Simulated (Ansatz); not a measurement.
# Run report: Si$_{12}$O$_{23}$ (charge +2), geometry relaxation (part 3 of 4)

The same run, continued: Si$_{12}$O$_{23}$ (defect cell, 35 atoms in the cell, total charge +2); DFT, PBE, plane-wave PAW, default files, scalar-relativistic, no spin polarisation (Ansatz 0.2.0); cutoff 420 eV, 2×2×2 k-mesh, Fermi–Dirac smearing of 0.01 eV. The structure derives from a Materials Project entry. It belongs to a series of runs on one base structure; here: O vacancy, charge +2, ions relaxed.

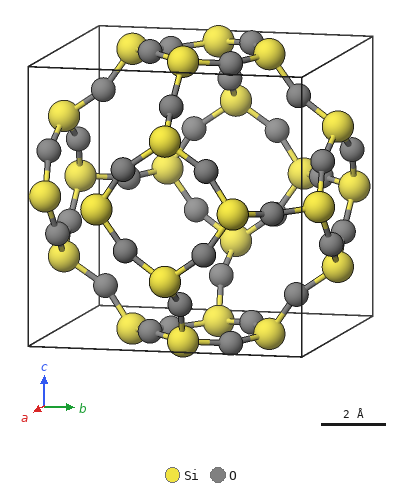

Fig. 1: The geometry at step 2 of the log (ball-and-stick view of the cell of the calculation, seen slightly off an axis).

## Output, continued
```
  k-point 2: bands = ["-20.9567", "-20.8861", "-20.4028", "-20.2449", "-20.1058", "-20.1055", "-19.8416", "-19.6670", "-19.4389", "-19.3992", "-19.3320", "-19.1207", "-19.0955", "-19.0818", "-18.8852", "-18.5662", "-18.5632", "-18.4032", "-18.3785", "-18.3770", "-18.3693", "-18.2174", "-18.1033", "-10.6607", "-10.4668", "-9.6486", "-9.4076", "-9.0300", "-9.0239", "-8.9130", "-8.5088", "-8.0923", "-7.8905", "-7.4413", "-7.2022", "-7.1679", "-7.1225", "-6.9578", "-6.6745", "-6.5469", "-6.5285", "-6.4370", "-6.2734", "-6.2220", "-6.0431", "-5.8597", "-5.3830", "-5.2267", "-4.9090", "-4.7403", "-4.3862", "-4.3453", "-4.2861", "-4.2491", "-4.1886", "-4.0022", "-3.9751", "-3.8845", "-3.8426", "-3.8034", "-3.7609", "-3.4916", "-3.4314", "-3.3932", "-3.3241", "-3.1582", "-3.1493", "-3.1261", "-3.0974", "-3.0272", "-2.9818", "-2.9155", "-2.8446", "-2.8100", "-2.6559", "-2.6131", "-2.5811", "-2.5038", "-2.4449", "-2.3656", "-2.2580", "-2.2430", "-2.1902", "-2.0723", "-2.0281", "-1.9630", "-1.8197", "-1.7425", "-1.4403", "-1.4116", "-1.3122", "-1.1562", "2.8399", "3.3224", "3.8133", "4.6654", "5.5650", "5.9351", "6.7951", "7.0319", "7.0796", "7.1439", "7.2134", "7.3149", "7.7996", "7.8461", "7.9054", "8.0185", "8.0953", "8.1288", "8.2073", "8.2811", "8.3331", "8.4677", "8.4867", "8.5004", "8.6263", "8.6850", "8.7285", "8.8752", "9.0220", "9.0373", "9.0756", "9.2170", "9.3096", "9.4063", "9.4970"]
  k-point 5: bands = ["-20.9211", "-20.8459", "-20.5553", "-20.2278", "-20.2269", "-20.0197", "-19.7512", "-19.5618", "-19.4744", "-19.4638", "-19.4465", "-19.0949", "-18.9523", "-18.9087", "-18.8986", "-18.7086", "-18.6509", "-18.3852", "-18.3709", "-18.3439", "-18.3406", "-18.2994", "-18.1033", "-10.4018", "-10.2029", "-9.7890", "-9.6948", "-9.6456", "-9.3710", "-8.3422", "-8.1690", "-7.8082", "-7.7073", "-7.5132", "-7.5065", "-7.2184", "-7.1853", "-7.0229", "-6.7159", "-6.5456", "-6.5237", "-6.4013", "-6.2449", "-6.0816", "-6.0505", "-5.9624", "-5.3454", "-5.2325", "-4.9525", "-4.7194", "-4.4816", "-4.3589", "-4.2579", "-4.2367", "-4.2330", "-3.9959", "-3.9532", "-3.8976", "-3.8489", "-3.8427", "-3.7735", "-3.4647", "-3.3618", "-3.3544", "-3.3003", "-3.2799", "-3.1818", "-3.0574", "-3.0516", "-2.9758", "-2.9477", "-2.9248", "-2.8076", "-2.7717", "-2.6361", "-2.6101", "-2.5523", "-2.5248", "-2.4711", "-2.3834", "-2.3285", "-2.2609", "-2.1010", "-2.0407", "-2.0026", "-1.9384", "-1.7452", "-1.6788", "-1.6037", "-1.5627", "-1.3544", "-1.1854", "2.9869", "3.3571", "3.8130", "4.6697", "5.8800", "6.2364", "6.2469", "6.4810", "6.6552", "6.7951", "6.9893", "7.7010", "7.7385", "7.9586", "8.0795", "8.1458", "8.1807", "8.2635", "8.2676", "8.3450", "8.4436", "8.4685", "8.5384", "8.6110", "8.6790", "8.7023", "8.9690", "8.9905", "9.0215", "9.1697", "9.2005", "9.2398", "9.3401", "9.3418", "9.4925"]
--- Relaxed structure (10 steps of the walk, 10 accepted, 0 SCFs on fresh bases) ---
  F+E_penalty+E_count = -20719.44598698 eV   max|allowed force component| = 1.513e-2 eV/Å
  atoms:
    - { symbol: Si, position: [0.2536531812747741, -0.008769135234125803, 0.5008421289788881] }
    - { symbol: Si, position: [0.7463068898047797, 0.5034466384533824, 5.565583426458669e-5] }
    - { symbol: Si, position: [0.056745675355680966, 0.2876080270333465, 0.49696986072111926] }
    - { symbol: Si, position: [0.49874658443602427, 0.7480794771147191, -0.002109492120122354] }
    - { symbol: Si, position: [0.4884759878193799, 0.000805606689913251, 0.24127585729050866] }
    - { symbol: Si, position: [0.001743096000077618, 0.5074187556487093, 0.7588793922186362] }
    - { symbol: Si, position: [0.4965533615466175, 0.2536931101952202, 5.565583426458669e-5] }
    - { symbol: Si, position: [0.008769135234125803, 0.7463468187252258, 0.5008421289788881] }
    - { symbol: Si, position: [0.2519205228852807, 0.5012534155639757, -0.002109492120122354] }
    - { symbol: Si, position: [0.7123919729666537, -0.056745675355680966, 0.49696986072111926] }
    - { symbol: Si, position: [-0.0008056066899132511, 0.51152401218062, 0.24127585729050866] }
    - { symbol: Si, position: [0.4925812443512906, -0.001743096000077618, 0.7588793922186362] }
    - { symbol: O, position: [0.35931523258203063, 0.6406847674179692, 0.040827978399185116] }
    - { symbol: O, position: [0.4670709714435156, 0.15539131898234565, 0.1521359139157211] }
    - { symbol: O, position: [0.9629121191561661, 0.6377834838212664, 0.6378466311851573] }
    - { symbol: O, position: [0.8446086810176545, 0.5329290285564843, 0.1521359139157211] }
    - { symbol: O, position: [0.36221651617873346, 0.03708788084383376, 0.6378466311851573] }
    - { symbol: O, position: [0.1528336426443755, 0.8471663573556244, 0.5425320140702901] }
    - { symbol: O, position: [0.6412366360669621, 0.35876336393303765, 0.028509440835452093] }
    - { symbol: O, position: [0.5313310514290538, 0.8587752430927456, 0.13962865319480536] }
    - { symbol: O, position: [0.04095547547921242, 0.35088100606483347, 0.6601223406911252] }
    - { symbol: O, position: [0.14122475690725447, 0.46866894857094615, 0.13962865319480536] }
    - { symbol: O, position: [0.6491189939351663, 0.9590445245207877, 0.6601223406911252] }
    - { symbol: O, position: [0.13553305765937151, 0.1332268314541887, 0.47199789034982687] }
    - { symbol: O, position: [0.6492705917472054, 0.6524993790255876, 0.9619099270303836] }
    - { symbol: O, position: [0.5314871971859138, 0.141999518900489, 0.8593439692229772] }
    - { symbol: O, position: [0.034718786441961524, 0.6557440704482578, 0.34671984101482334] }
    - { symbol: O, position: [0.1515019191539938, 0.5461039921616041, 0.851264775919163] }
    - { symbol: O, position: [0.6344776332489165, 0.02017755527213211, 0.3594312179002576] }
    - { symbol: O, position: [0.34750062097441214, 0.3507294082527945, 0.9619099270303836] }
    - { symbol: O, position: [0.8667731685458113, 0.8644669423406286, 0.47199789034982687] }
    - { symbol: O, position: [0.979822444727868, 0.3655223667510834, 0.3594312179002576] }
    - { symbol: O, position: [0.4538960078383958, 0.8484980808460064, 0.851264775919163] }
    - { symbol: O, position: [0.3442559295517421, 0.9652812135580384, 0.34671984101482334] }
    - { symbol: O, position: [0.8580004810995111, 0.4685128028140862, 0.8593439692229772] }
--- Löwdin populations: 35 sites ---
  site symbol       q [e]
     0     Si      2.1512
     1     Si      2.1606
     2     Si      2.1222
     3     Si      2.1642
     4     Si      2.1607
     5     Si      2.1586
     6     Si      2.1606
     7     Si      2.1512
     8     Si      2.1642
     9     Si      2.1222
    10     Si      2.1607
    11     Si      2.1586
    12      O      6.7801
    13      O      6.7747
    14      O      6.7780
    15      O      6.7747
    16      O      6.7780
    17      O      6.7696
    18      O      6.7808
    19      O      6.7810
    20      O      6.7276
    21      O      6.7810
    22      O      6.7276
    23      O      6.7398
    24      O      6.7792
    25      O      6.7754
    26      O      6.7741
    27      O      6.7749
    28      O      6.7330
    29      O      6.7792
    30      O      6.7398
    31      O      6.7330
    32      O      6.7749
    33      O      6.7741
    34      O      6.7754
  spilling = 0.013907 (of n_electrons = 184.000000)
```

## File populations.tsv
```
# site	symbol	l	j	q
# orbitals = lowdin
# n_electrons = 184.000000
# spilling = 0.013907
0	Si	0_3S	-	0.682009
0	Si	1_3P	-	1.469223
1	Si	0_3S	-	0.684553
1	Si	1_3P	-	1.476087
2	Si	0_3S	-	0.672269
2	Si	1_3P	-	1.449967
3	Si	0_3S	-	0.685655
3	Si	1_3P	-	1.478569
4	Si	0_3S	-	0.684296
4	Si	1_3P	-	1.476446
5	Si	0_3S	-	0.685229
5	Si	1_3P	-	1.473359
6	Si	0_3S	-	0.684553
6	Si	1_3P	-	1.476087
7	Si	0_3S	-	0.682009
7	Si	1_3P	-	1.469223
8	Si	0_3S	-	0.685655
8	Si	1_3P	-	1.478569
9	Si	0_3S	-	0.672269
9	Si	1_3P	-	1.449967
10	Si	0_3S	-	0.684296
10	Si	1_3P	-	1.476446
11	Si	0_3S	-	0.685229
11	Si	1_3P	-	1.473359
12	O	0_2S	-	1.596325
12	O	1_2P	-	5.183799
13	O	0_2S	-	1.597862
13	O	1_2P	-	5.176860
14	O	0_2S	-	1.593340
14	O	1_2P	-	5.184624
15	O	0_2S	-	1.597862
15	O	1_2P	-	5.176860
16	O	0_2S	-	1.593340
16	O	1_2P	-	5.184624
17	O	0_2S	-	1.594695
17	O	1_2P	-	5.174889
18	O	0_2S	-	1.590839
18	O	1_2P	-	5.189931
19	O	0_2S	-	1.595245
19	O	1_2P	-	5.185768
20	O	0_2S	-	1.614504
20	O	1_2P	-	5.113053
21	O	0_2S	-	1.595245
21	O	1_2P	-	5.185768
22	O	0_2S	-	1.614504
22	O	1_2P	-	5.113053
23	O	0_2S	-	1.589136
23	O	1_2P	-	5.150687
24	O	0_2S	-	1.601203
24	O	1_2P	-	5.178035
25	O	0_2S	-	1.593408
25	O	1_2P	-	5.182023
26	O	0_2S	-	1.597020
26	O	1_2P	-	5.177074
27	O	0_2S	-	1.603273
27	O	1_2P	-	5.171612
28	O	0_2S	-	1.610931
28	O	1_2P	-	5.122020
29	O	0_2S	-	1.601203
29	O	1_2P	-	5.178035
30	O	0_2S	-	1.589136
30	O	1_2P	-	5.150687
31	O	0_2S	-	1.610931
31	O	1_2P	-	5.122020
32	O	0_2S	-	1.603273
32	O	1_2P	-	5.171612
33	O	0_2S	-	1.597020
33	O	1_2P	-	5.177074
34	O	0_2S	-	1.593408
34	O	1_2P	-	5.182023
```

## Trajectory as extended XYZ (Å, eV, eV/Å), 10 frames, from step=1 to step=10
```
35
Lattice="8.9170 0.0000 0.0000 0.0000 8.9170 0.0000 0.0000 0.0000 8.9170" Properties=species:S:1:pos:R:3:forces:R:3 step=1 energy=-20716.31974
Si    2.2292    0.0000    4.4585    0.8720  -1.2813   0.1865
Si    6.6877    4.4585    0.0000   -0.0328   0.0501   0.0284
Si    0.0000    2.2292    4.4585    1.5153   1.4220  -0.3420
Si    4.4585    6.6877    0.0000    0.1056  -0.2398   0.0498
Si    4.4585    0.0000    2.2292   -0.8996   0.1755  -0.9901
Si    0.0000    4.4585    6.6877   -0.3625   1.0870   0.9649
Si    4.4585    2.2292    0.0000   -0.0501   0.0328   0.0284
Si    0.0000    6.6877    4.4585    1.2813  -0.8720   0.1865
Si    2.2292    4.4585    0.0000    0.2398  -0.1056   0.0498
Si    6.6877    0.0000    4.4585   -1.4220  -1.5153  -0.3420
Si    0.0000    4.4585    2.2292   -0.1755   0.8996  -0.9901
Si    4.4585    0.0000    6.6877   -1.0870   0.3625   0.9649
O     3.1464    5.7706    0.1382   -0.1355   0.1355   0.0691
O     4.3203    1.3121    1.3121    0.0124  -0.0422   0.3397
O     8.7788    5.7706    5.7706   -0.1737   0.1357  -0.0396
O     7.6049    4.5967    1.3121    0.0422  -0.0124   0.3397
O     3.1464    0.1382    5.7706   -0.1357   0.1737  -0.0396
O     1.3121    7.6049    4.5967   -0.1396   0.1396   0.0240
O     5.7706    3.1464    0.1382    0.1229  -0.1229   0.0734
O     4.5967    7.6049    1.3121    0.1659   0.0830   0.4066
O     0.1382    3.1464    5.7706   -0.4277  -1.6742  -0.6764
O     1.3121    4.3203    1.3121   -0.0830  -0.1659   0.4066
O     5.7706    8.7788    5.7706    1.6742   0.4277  -0.6764
O     1.3121    1.3121    4.3203   -1.3730   0.4933  -0.0781
O     5.7706    5.7706    8.7788    0.0428   0.1526  -0.0978
O     4.5967    1.3121    7.6049    0.2056  -0.0575  -0.3657
O     0.1382    5.7706    3.1464   -0.0716   0.1677   0.0173
O     1.3121    4.5967    7.6049   -0.0577  -0.0425  -0.4385
O     5.7706    0.1382    3.1464    1.6413   0.5804   0.9517
O     3.1464    3.1464    8.7788   -0.1526  -0.0428  -0.0978
O     7.6049    7.6049    4.3203   -0.4933   1.3730  -0.0781
O     8.7788    3.1464    3.1464   -0.5804  -1.6413   0.9517
O     4.3203    7.6049    7.6049    0.0425   0.0577  -0.4385
O     3.1464    8.7788    3.1464   -0.1677   0.0716   0.0173
O     7.6049    4.3203    7.6049    0.0575  -0.2056  -0.3657
35
Lattice="8.9170 0.0000 0.0000 0.0000 8.9170 0.0000 0.0000 0.0000 8.9170" Properties=species:S:1:pos:R:3:forces:R:3 step=2 energy=-20716.59234
Si    2.2456   -0.0223    4.4611    0.7903  -0.9854   0.1437
Si    6.6745    4.4669    0.0004   -0.0583   0.0587   0.0257
Si    0.0235    2.2304    4.4533    1.6633   1.4546  -0.2634
Si    4.4526    6.6977    0.0003    0.0058  -0.2054   0.0598
Si    4.4648    0.0158    2.2225   -0.7890   0.0751  -0.8897
Si   -0.0175    4.4516    6.6947   -0.2118   0.9119   0.8504
Si    4.4501    2.2424    0.0004   -0.0587   0.0583   0.0257
Si    0.0223    6.6713    4.4611    0.9854  -0.7903   0.1437
Si    2.2192    4.4644    0.0003    0.2054  -0.0058   0.0598
Si    6.6866   -0.0235    4.4533   -1.4546  -1.6633  -0.2634
Si   -0.0158    4.4521    2.2225   -0.0751   0.7890  -0.8897
Si    4.4654    0.0175    6.6947   -0.9119   0.2118   0.8504
O     3.1355    5.7815    0.1405   -0.1167   0.1167   0.0500
O     4.3160    1.3284    1.3145    0.0105  -0.0558   0.3801
O     8.7777    5.7617    5.7736   -0.2031   0.1232  -0.1100
O     7.5886    4.6009    1.3145    0.0558  -0.0105   0.3801
O     3.1553    0.1392    5.7736   -0.1232   0.2031  -0.1100
O     1.3342    7.5828    4.6024   -0.1245   0.1245   0.0284
O     5.7608    3.1562    0.1419    0.1112  -0.1112   0.0974
O     4.6011    7.6174    1.3123    0.1854   0.0525   0.3500
O     0.1340    3.1273    5.7740   -0.4636  -1.3806  -0.4631
O     1.2996    4.3159    1.3123   -0.0525  -0.1854   0.3500
O     5.7896    8.7830    5.7740    1.3806   0.4636  -0.4631
O     1.3136    1.2918    4.3200   -1.2899   0.3042  -0.0777
O     5.7632    5.7818    8.7759    0.0776   0.1082  -0.1067
O     4.6006    1.3312    7.6027    0.2173  -0.0708  -0.4017
O     0.1419    5.7589    3.1454   -0.0895   0.1383   0.0873
O     1.2976    4.5961    7.6047   -0.0177  -0.0624  -0.3788
O     5.7924    0.1485    3.1400    1.3436   0.5745   0.7059
O     3.1352    3.1538    8.7759   -0.1082  -0.0776  -0.1067
O     7.6252    7.6034    4.3200   -0.3042   1.2899  -0.0777
O     8.7684    3.1246    3.1400   -0.5745  -1.3436   0.7059
O     4.3209    7.6194    7.6047    0.0624   0.0177  -0.3788
O     3.1581    8.7751    3.1454   -0.1383   0.0895   0.0873
O     7.5858    4.3164    7.6027    0.0708  -0.2173  -0.4017
35
Lattice="8.9170 0.0000 0.0000 0.0000 8.9170 0.0000 0.0000 0.0000 8.9170" Properties=species:S:1:pos:R:3:forces:R:3 step=3 energy=-20717.99067
Si    2.3094   -0.1185    4.4727    0.5046   0.7831  -0.0490
Si    6.6286    4.4950    0.0023   -0.6439   0.0521  -0.1081
Si    0.1962    2.3114    4.4274    2.3385   1.2976   0.0537
Si    4.4281    6.7234    0.0025   -0.1881   0.0123  -0.0390
Si    4.4675    0.0746    2.1792   -0.3526  -0.9096  -0.0462
Si   -0.0836    4.4446    6.7382    0.9839   0.3690   0.1143
Si    4.4220    2.2884    0.0023   -0.0521   0.6439  -0.1081
Si    0.1185    6.6076    4.4727   -0.7831  -0.5046  -0.0490
Si    2.1936    4.4889    0.0025   -0.0123   0.1881  -0.0390
Si    6.6056   -0.1962    4.4274   -1.2976  -2.3385   0.0537
Si   -0.0746    4.4495    2.1792    0.9096   0.3526  -0.0462
Si    4.4724    0.0836    6.7382   -0.3690  -0.9839   0.1143
O     3.0982    5.8188    0.1528   -0.1124   0.1124   0.0385
O     4.2877    1.3892    1.3279   -0.0545   0.1722   0.2025
O     8.7710    5.7412    5.7889   -0.2886  -0.0103  -0.3223
O     7.5278    4.6293    1.3279   -0.1722   0.0545   0.2025
O     3.1758    0.1459    5.7889    0.0103   0.2886  -0.3223
O     1.4172    7.4998    4.6263    0.0550  -0.0550   0.1048
O     5.7358    3.1812    0.1653    0.1203  -0.1203   0.2110
O     4.6145    7.6559    1.3152    0.2284  -0.0359   0.0433
O     0.1436    3.0713    5.7980   -0.7088  -0.2831   0.1891
O     1.2610    4.3024    1.3152    0.0359  -0.2284   0.0433
O     5.8457    8.7734    5.7980    0.2831   0.7088   0.1891
O     1.3199    1.2200    4.3207   -0.9132  -0.4694  -0.0541
O     5.7407    5.8197    8.7589    0.2985  -0.0362  -0.1085
O     4.6205    1.4038    7.5866    0.2582   0.1935  -0.1484
O     0.1597    5.7275    3.1386   -0.1456  -0.1097   0.2468
O     1.2512    4.6059    7.6045    0.0577  -0.0961   0.0041
O     5.8640    0.1765    3.1036    0.1852   0.6929  -0.1555
O     3.0973    3.1763    8.7589    0.0362  -0.2985  -0.1085
O     7.6970    7.5971    4.3207    0.4694   0.9132  -0.0541
O     8.7405    3.0529    3.1036   -0.6929  -0.1852  -0.1555
O     4.3111    7.6657    7.6045    0.0961  -0.0577   0.0041
O     3.1894    8.7572    3.1386    0.1097   0.1456   0.2468
O     7.5132    4.2964    7.5866   -0.1935  -0.2582  -0.1484
```
